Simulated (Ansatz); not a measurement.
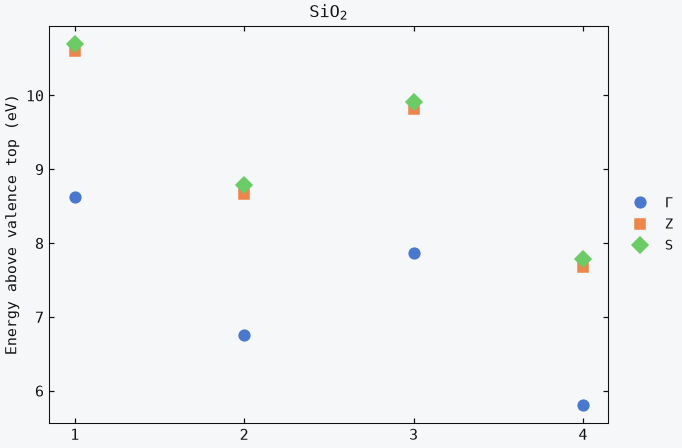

Lowest conduction level at each named k point, counted from the valence-band top at Γ, by several methods on one cell of SiO2, space group Pbcn, 12 atoms in the cell, relaxed with r2SCAN; a = 5.03 Å, b = 4.07 Å, c = 4.48 Å, α = 90.00°, β = 90.00°, γ = 90.00°. All runs are without spin-orbit coupling and carry no moments. In reduced coordinates of the cell that was run, Z is (0.5, 0, 0) and S is (0, 0.5, 0.5). The cell is at 10 GPa in PBE.

Q: Which column is which method? They are r2SCAN, HSE06, PBE0 and PBE.

A: 1 is PBE0; 2 is r2SCAN; 3 is HSE06; 4 is PBE.

| method | program | Γ (eV) | Z (eV) | S (eV) |
| --- | --- | --- | --- | --- |
| PBE | Ansatz | 5.81 | 7.67 | 7.79 |
| r2SCAN | Ansatz | 6.75 | 8.67 | 8.79 |
| HSE06 | Ansatz | 7.86 | 9.82 | 9.91 |
| PBE0 | Ansatz | 8.63 | 10.60 | 10.69 |

Q: Does HSE06 shift these levels rigidly from PBE?

A: The shifts are +2.05 eV at Γ, +2.15 eV at Z and +2.12 eV at S, and at points that aren't plotted +2.03 eV (Y), +2.12 eV (X), +2.24 eV (T), +2.19 eV (U) and +2.18 eV (R): over the named points that both runs hold, a spread of 0.21 eV on a mean of 2.14 eV, so one shift describes them only roughly.

Settings. PBE: Ansatz PAW set, 6×6×6 k mesh, 420 eV cutoff, Fermi-Dirac smearing of 0.02 eV (Ansatz 0.2.0). r2SCAN: Ansatz PAW set, 6×6×6 k mesh, 500 eV cutoff, fixed occupations (Ansatz 0.2.0). HSE06: Ansatz PAW set, 4×4×4 k mesh, 420 eV cutoff, fixed occupations (Ansatz). PBE0: Ansatz PAW set, 4×4×4 k mesh, 420 eV cutoff, fixed occupations (Ansatz 0.2.0).

The usual form of SiO2 is α-quartz. r2SCAN, HSE06 and PBE0: the PAW data sets were made with another functional. LDA, GGA and most meta-GGA functionals understate gaps. In reduced coordinates of the cell that was run, Y is (0, 0, 0.5), X is (0, 0.5, 0), T is (0.5, 0, 0.5), U is (0.5, 0.5, 0) and R is (0.5, 0.5, 0.5).
